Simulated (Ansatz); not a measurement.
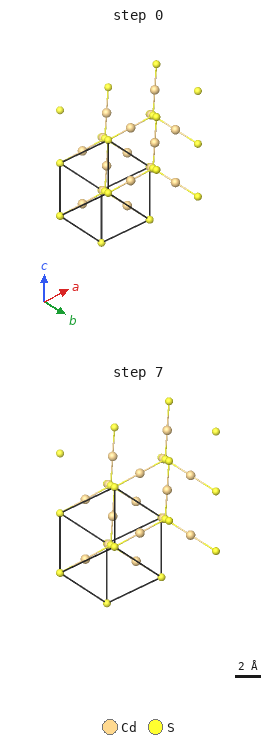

The structure of a crystal of Cd₂S (a generated structure, set up in Pn-3m) (coarse preliminary run) before (top) and after (bottom) a relaxation, at one scale.

Style: ball-and-stick. Shown: the cell of the calculation, repeated 2 × 1 × 2 with one cell outlined, from a free direction.

All numbers below come from Ansatz 0.2.0, DFT PBE, scalar-relativistic, plane waves, PAW.

Input file:
```yaml
crystal:
  lattice:
    - [5.21521106, 0.0, 0.0]
    - [0.0, 5.21521106, 0.0]
    - [0.0, 0.0, 5.21521106]
  atoms:
    - { symbol: Cd, position: [0.25, 0.25, 0.25] }
    - { symbol: Cd, position: [0.25, 0.75, 0.75] }
    - { symbol: Cd, position: [0.75, 0.75, 0.25] }
    - { symbol: Cd, position: [0.75, 0.25, 0.75] }
    - { symbol: S, position: [0.0, 0.0, 0.0] }
    - { symbol: S, position: [0.5, 0.5, 0.5] }
basis:
  ecutwfc: 420
kpoints:
  mp_grid: { grid: [4, 4, 4] }
hamiltonian:
  xc: pbe
scf:
  occupations: { method: gaussian, width: 0.1 }
  lower_state_search: "off"
output:
  forces: true
  stress: true
  eigenvalues: true
relax:
  adjacent_minimum: "off"
  f_tol: 0.04
  max_steps: 70
  cell: { stress_tol: 0.4 }
```

Command:
```bash
ansatz run input.yaml --threads 1 --pin off --max-ram 2048MiB --backend cpu --events-out ev --progress --plain --runs-dir out
```

**Summarise the run.**

After 5 accepted moves (7 points after the start) the energy has fallen by 2.902 eV per cell of the calculation. All forces vanish by symmetry, so only the cell relaxes. Pressure: 20.41 GPa at the start and 0.23 GPa at the end. The SCF was repeated twice at an unchanged geometry on a basis and grid sized afresh for the cell, which shifted the energy by 61.0 meV per cell of the calculation at most. The atoms keep their places relative to the cell (all moves are under 0.005 Å). Cell: a = b = c 5.215 → 5.899 Å (+13.1 %). Volume +44.7 %. Among the contacts that change: Cd1–S5 2.258 → 2.554 Å. The space group stays Pn-3m (No. 224).
